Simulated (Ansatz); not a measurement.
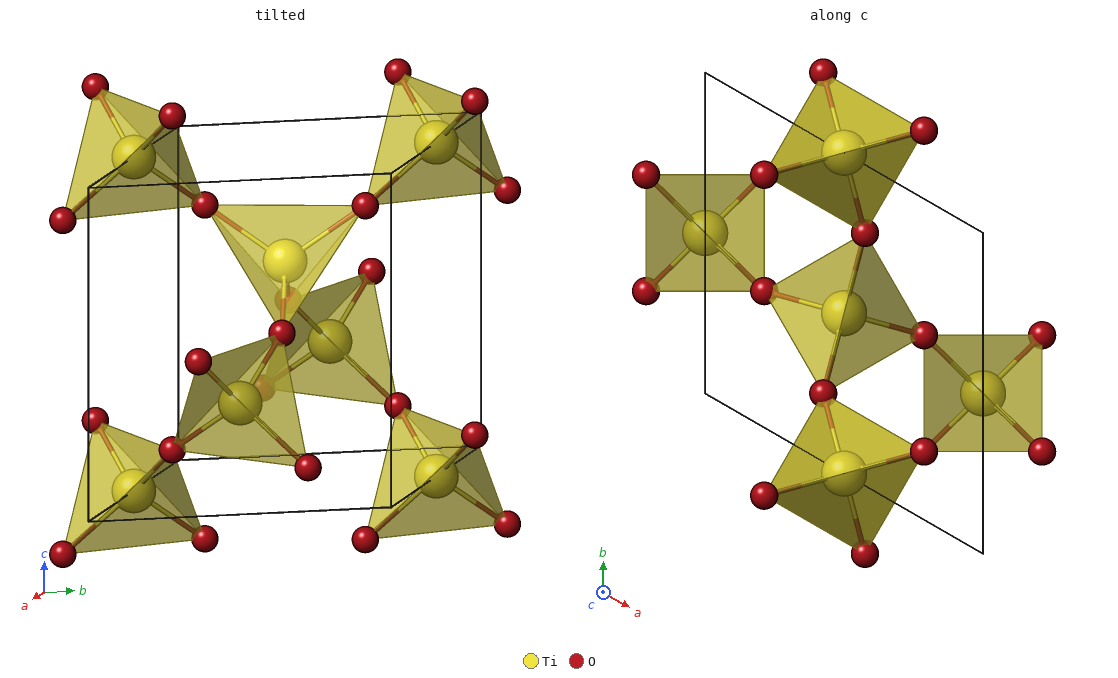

An orthographic polyhedral view of the structure, slightly off an axis and along the c axis. The lines enclose the conventional unit cell; boundary atoms appear with their images. Some neighbours outside the box are added.

Describe the arrangement of the atoms.

Chemical formula TiO$_{2}$. Space group P6_422 (No. 181), lattice primitive hexagonal. In the cell are 3 Ti, 6 O, which makes 3 formula units. The polyhedra are TiO4 tetrahedra; they share corners. Ti bonds to four O in a tetrahedral arrangement. The coordination shell of O holds two Ti in a bent arrangement. The bonds build a three-dimensional framework.

The model was built from a structure listed in the Materials Project, with elements exchanged, so it need not be a known form of the compound. Earlier steps of the study, as a rule a relaxation of our own, may have changed the cell and positions, so they can lie some per cent off the listed ones. It was run through Ansatz as a DFT input.
